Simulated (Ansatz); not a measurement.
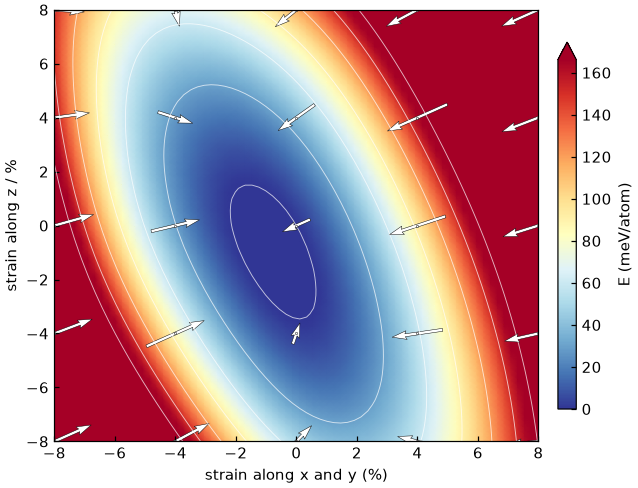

Energy landscape of HfN (F-43m, No. 216; 2 atoms in the cell). The cell is strained homogeneously, by one strain along x and y and another along z, with fractional coordinates fixed (x, y and z along the cube axes). The first coordinate is: strain along x and y; the second: strain along z. Grid: 5 × 5 points. All energies are given in meV/atom relative to the lowest grid point. The reference cell is the one listed in the database, not relaxed at this level. These are results of Ansatz 0.2.0, DFT PBEsol, scalar-relativistic, plane waves, PAW, not measurements. Settings: cutoff 420 eV, k-mesh 16×16×16, gaussian smearing 0.15 eV, no spin polarisation.

In the figure: a smooth colour map with a few white contour lines, dots at the grid points, arrows along the force (downhill), their lengths compressed, one colour for all values above the top of the scale. Between grid points the surface is interpolated. 

Where are the wells?

Answer. The lowest grid point is at strain along x and y = 0 %, strain along z = 0 %. The bottom of the well lies between grid points, at about strain along x and y = −1 %, strain along z = −1 %, about 5.6 meV/atom lower on the interpolated surface. No other kind of well shows on this grid. The highest grid point, strain along x and y = −8 %, strain along z = −8 %, lies 527 meV/atom above the lowest. Round the minimum the valley is strongly tilted: raising strain along x and y shifts the best value of strain along z downwards (coupling k₁₂/√(k₁₁k₂₂) about 0.6).
